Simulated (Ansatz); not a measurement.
Run report: SnO, single-point calculation

The run: single-point calculation of SnO (P4/mmm, 2 atoms in the cell). Method and program: DFT, r2SCAN, plane waves, PAW, no spin polarisation (Ansatz 0.2.0).

The structure was built on a prototype by a generator. The geometry comes from this level: r2SCAN (a point of a series of strains). It belongs to a series of runs on one base structure; here: epitaxial_xy strain +3.7%.

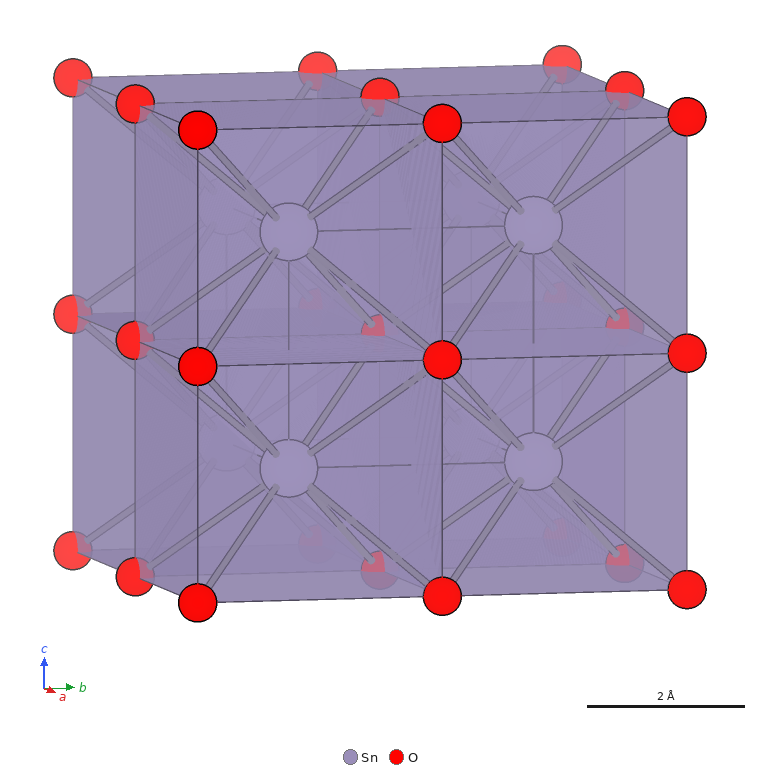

Figure 1. The structure (polyhedral view of the cell of the calculation, seen slightly off an axis; polyhedra are completed across the faces of the cell).

### The input
```yaml
crystal:
  lattice:
    - [3.2179224933, 0.0, 0.0]
    - [0.0, 3.2179224933, 0.0]
    - [0.0, 0.0, 3.0301771964]
  atoms:
    - { symbol: Sn, position: [0.0, 0.0, 0.0] }
    - { symbol: O, position: [0.5, 0.5, 0.5] }
kpoints:
  mp_grid: { grid: [8, 8, 8] }
  band_path:
    path:
      - [0.0, 0.0, 0.0]
      - [0.0, 0.5, 0.0]
      - [0.5, 0.5, 0.0]
      - [0.5, 0.5, 0.5]
      - [0.0, 0.125, -0.5]
    npoints: 1
hamiltonian:
  xc: r2scan
scf:
  occupations: { method: fermi_dirac, width: 0.02 }
  n_extra_bands: 4
output:
  forces: true
  stress: true
  eigenvalues: true
```

Machine: 4 threads of an Arm (aarch64) CPU, shared host.

### The program's output
```
scf.n_extra_bands = 4 over 10 filled bands (N_el = 20.0): the run solves 14 bands
Engine: ansatz 0.2.0, aarch64-unknown-linux-gnu
Pseudopotentials: kind: paw
Pseudopotential: Sn, paw, valence charge 14, recommended cutoff 500 eV (meta_gga), Sn.paw.azcp
Pseudopotential: O, paw, valence charge 6, recommended cutoff 500 eV (meta_gga), O.paw.azcp
Functional definition: r2SCAN
  parameter k0 = 0.174
  parameter k1 = 0.065
  parameter a1 = 4.9479
  exchange = r2scan_x(k0 = k0, k1 = k1, a1 = a1)
  correlation = r2scan_c
Crystal: 2 atoms, lattice volume = 31.378 Å³
Basis set: ecut = 500 eV, 783 PW (Γ), exchange–correlation on 96×96×96 points (64 copies of the dense FFT grid, shifted against one another)
Bands: 14, of which v1, the nominal top of the filled ones, is band 10 counted from 1 (9 counted from 0)
Symmetry: 16 space group operations
Space group: P4/mmm (ITA 123), of the structure as read, at distance tolerance 3.2e-5 Å
k-points: 75 of 512
Non-local potential: Sn, projectors of the file, l = 0: 2, l = 1: 2, l = 2: 2, l = 3: 2
Non-local potential: O, projectors of the file, l = 0: 2, l = 1: 2, l = 2: 1
PAW form: soft (Blöchl's): semilocal exchange-correlation on the pseudo side does not see the compensation charge
PAW frozen core: Sn, regenerated for the run's functional (the file was generated under x = pbe(κ = 0.804, μ = 0.2195149727645171), c = pbe(β = 0.06672455060314922))
PAW frozen core: O, regenerated for the run's functional (the file was generated under x = pbe(κ = 0.804, μ = 0.2195149727645171), c = pbe(β = 0.06672455060314922))
PAW one-centre angular grid: Sn, 590 points (default); XC on 249 of its mesh's 2787 points in the sphere
PAW one-centre angular grid: O, 302 points (default); XC on 160 Gauss nodes
Initial density: superposition of atomic densities (neutral atoms: chi_scale 0, normalization atom), corrected by the library's trained network
Initial wavefunctions: pseudopotential atomic-orbital guess
Functional: x = r2scan, c = r2scan; τ floored in thin density (d = 2e-4 eV/Å³)
SCF iter   1: F=—  HF=-6605.376915 eV  |F-HF|=—  |Δ(HF+E_count)|=         —  Δρ=1.56e-2  dr2=1.09e-1  dr2_τ=3.65e-2  ethr=1.77e-3  ⟨swp⟩=5.9  Hψ=5586  notcnv=0
preconditioner: auto → none  [insulator: Δε(μ)=0.060 eV  Ē_g=20.801 eV  σ=0.020 eV  W_gap=0.57  n_scr=6 (ndim 8)  ℏωp=29.6 eV  f_vac=0.000  D(μ)=0.24/eV (n_scr^D=0)  ε∞_Penn≈3.0]
SCF iter   2: F=—  HF=-6605.407052 eV  |F-HF|=—  |Δ(HF+E_count)|=   3.01e-2  Δρ=1.94e-2  dr2=9.81e-2  dr2_τ=1.53e-2  ethr=5.45e-4  ⟨swp⟩=2.1  Hψ=2337  notcnv=0
SCF iter   3: F=—  HF=-6605.387536 eV  |F-HF|=—  |Δ(HF+E_count)|=   1.95e-2  Δρ=3.12e-3  dr2=3.00e-3  dr2_τ=1.19e-4  ethr=4.90e-4  ⟨swp⟩=2.0  Hψ=1529  notcnv=0
SCF iter   4: F=—  HF=-6605.387342 eV  |F-HF|=—  |Δ(HF+E_count)|=   1.93e-4  Δρ=1.47e-3  dr2=6.72e-4  dr2_τ=5.35e-5  ethr=1.50e-5  ⟨swp⟩=2.2  Hψ=2019  notcnv=0
SCF iter   5: F=—  HF=-6605.387222 eV  |F-HF|=—  |Δ(HF+E_count)|=   1.20e-4  Δρ=3.54e-4  dr2=3.97e-5  dr2_τ=9.65e-7  ethr=3.36e-6  ⟨swp⟩=1.3  Hψ=1116  notcnv=0
SCF iter   6: F=—  HF=-6605.387212 eV  |F-HF|=—  |Δ(HF+E_count)|=   9.95e-6  Δρ=2.89e-5  dr2=2.37e-7  dr2_τ=5.68e-8  ethr=1.98e-7  ⟨swp⟩=2.1  Hψ=1239  notcnv=0
SCF iter   7: F=-6605.387212 eV  HF=-6605.387212 eV  |F-HF|=2.95e-8  |Δ(HF+E_count)|=   1.57e-7  Δρ=1.15e-5  dr2=4.80e-8  dr2_τ=1.62e-9  ethr=5.00e-10  ⟨swp⟩=5.5  Hψ=4525  notcnv=0
SCF 1 converged in 7 iterations: F = -6605.387212 eV  dr2 = 4.80e-8
  greatest PAW one-centre occupation: 0.993 electrons in one spin orbital (limit 2), on the Sn atom at site 0 (counted from 0), in its partial waves of l = 2
```

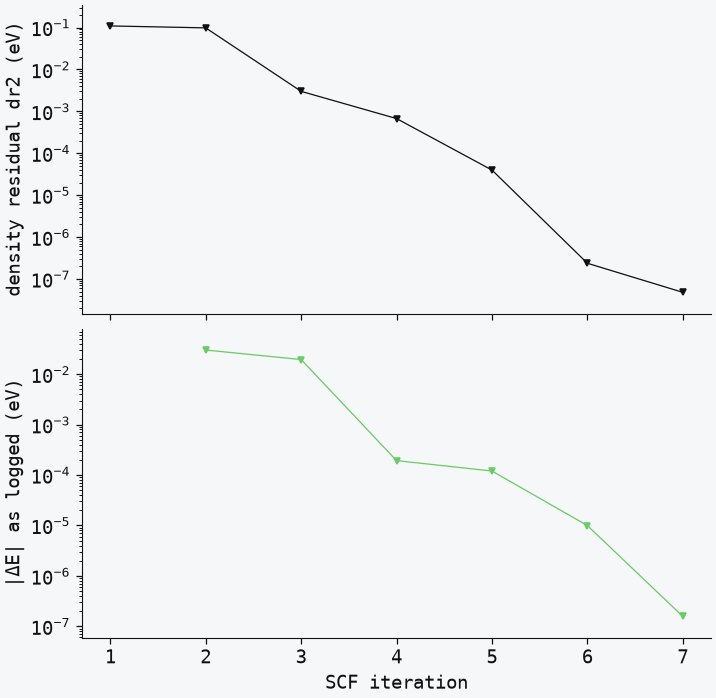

Figure 2. Convergence of the self-consistent field: density residual dr2 and size of the energy change against the SCF iteration. The residual falls at every step.

```
NSCF: frozen V_eff on 5 k-points
SCF converged after 7 iterations
Free energy (F): -6605.387212 eV
Harris-Foulkes:  -6605.387212 eV  (|F-HF|=2.95e-8)
Internal energy: -6605.386968 eV  (E = F + TS)
E sigma→0 (E₀):  -6605.387090 eV
Entropy (-TS):   -0.000244 eV (-0.122 meV/atom)
Fermi energy:    10.819178 eV
--- Per-component energies (eV) ---
  E_band       = -73.407018
  E_kinetic    = 357.727132
  E_local      = -955.602474  (includes V_loc(G=0)·N_el)
  E_nonlocal   = 13.768221
  E_hartree    = 549.635077
  E_xc         = -449.062908
  E_vxc        = -210.703362  (∫ρ·V_xc dr)
  E_paw        = -4313.053982  (= ΣΔE_a)
  E_vpaw       = -391.183995  (= ΣTr[D̂ρ^β])
  E_aug_tail   = 0.000962  (compensation charges beyond the density's cutoff)
  E_vtau       = 13.317985  (kinetic-family band-sum trace: ∫τ·v_τ [+ j·A + Jᵃ·Aᵃ] dr)
  E_ewald      = -1809.502375
  E_core_change = 0.703379  (= ΣΔE_core)
  E_smearing   = -0.000244  (= −TS)
  E_closure    = -0.000000  (closes the sum)
  Σ components = -6605.387212   (vs F -6605.387212, Δ=0.00e0)
--- Forces (eV/Å), atoms counted from 1 ---
  atom   1  Sn    -0.00000000    -0.00000000     0.00000000
  atom   2  O      0.00000000     0.00000000     0.00000000
  max |Σ_I F_I| component: 2.35e-29 eV/Å
--- Stress (GPa, compression-positive) ---
       -7.381049       0.000000       0.000000
        0.000000      -7.381049       0.000000
        0.000000       0.000000      -0.009502
  P = ⅓ Tr σ = -4.9239 GPa (-49.239 kbar)
--- Band table (eV; the first three rows and the last of 75) ---
  k-point 0: bands = ["-11.8209", "-11.7308", "-11.4439", "-11.4203", "-11.4203", "-8.0276", "3.1088", "8.0724", "8.0724", "8.7160", "18.5986", "18.5986", "18.9173", "19.8587"]
  k-point 1: bands = ["-11.7682", "-11.7280", "-11.4423", "-11.4383", "-11.4383", "-7.9380", "3.0384", "8.1872", "8.1872", "8.6243", "17.1672", "18.5575", "18.5575", "19.1268"]
  k-point 2: bands = ["-11.7211", "-11.6405", "-11.4815", "-11.4815", "-11.4384", "-7.7096", "2.8233", "8.4782", "8.4782", "8.5792", "14.5484", "18.4017", "18.4017", "19.7591"]
  k-point 74: bands = ["-11.6224", "-11.6224", "-11.5801", "-11.3917", "-11.3225", "-6.8253", "7.4517", "7.5596", "7.5596", "9.3554", "10.3551", "11.3270", "11.3270", "23.3891"]
```

### File bands.tsv
```
# k_distance	band_0	band_1	band_2	band_3	band_4	band_5	band_6	band_7	band_8	band_9	band_10	band_11	band_12	band_13
# fermi_ev = 10.819178
# lock_threshold_ev = 1e-6
# [0, 0, 0] at k_distance = 0.000000
# [0, 0.5, 0] at k_distance = 0.976280
# [0.5, 0.5, 0] at k_distance = 1.952560
# [0.5, 0.5, 0.5] at k_distance = 2.989328
# [0, 0.125, -0.5] at k_distance = 5.395323
# levels_relative_to = fermi_ev
# free_energy_ev = -6605.387212
# largest_residual_norms_ev = 3.589e-4 3.132e-4 3.659e-4 3.687e-4 3.737e-4 6.681e-4 1.771e-3 1.752e-3 2.928e-3 7.779e-4 1.424e-3 1.513e-3 1.020e-3 2.149e-3
0.000000	-22.640096	-22.549989	-22.263080	-22.239528	-22.239528	-18.846818	-7.710424	-2.746800	-2.746800	-2.103215	7.779426	7.779426	8.098151	9.039517
0.976280	-22.614073	-22.367005	-22.331306	-22.302202	-22.234282	-18.289015	-9.112694	-1.976876	-1.544544	-0.703811	0.331057	6.513331	8.413994	11.513189
1.952560	-22.538610	-22.494915	-22.292061	-22.292061	-22.218981	-17.791327	-5.497697	-5.497697	-5.468531	-1.439294	3.844039	3.844039	9.748571	10.855231
2.989328	-22.441535	-22.441535	-22.399244	-22.210881	-22.141709	-17.644431	-3.367448	-3.259614	-3.259614	-1.463728	-0.464064	0.507837	0.507837	12.569968
5.395323	-22.509244	-22.385347	-22.359150	-22.266115	-22.261030	-18.104728	-8.190271	-3.079888	-1.872105	-0.170632	-0.017748	6.060892	7.458776	11.560003
```

### Summary

| quantity | value |
| --- | --- |
| outcome | converged |
| space group (tolerance 0.01 Å) | P4/mmm (123) |
| electrons treated | 20 |
| free energy | −6605.3872 eV |
| Fermi energy | 10.819 eV |
| band gap | none (metallic) |
| pressure | −4.92 GPa |
| largest force (length of the vector) | under 0.001 eV/Å |
| wall time | 1.5 s (CPU time 5.1 s) |
| peak memory | 0.39 GiB |
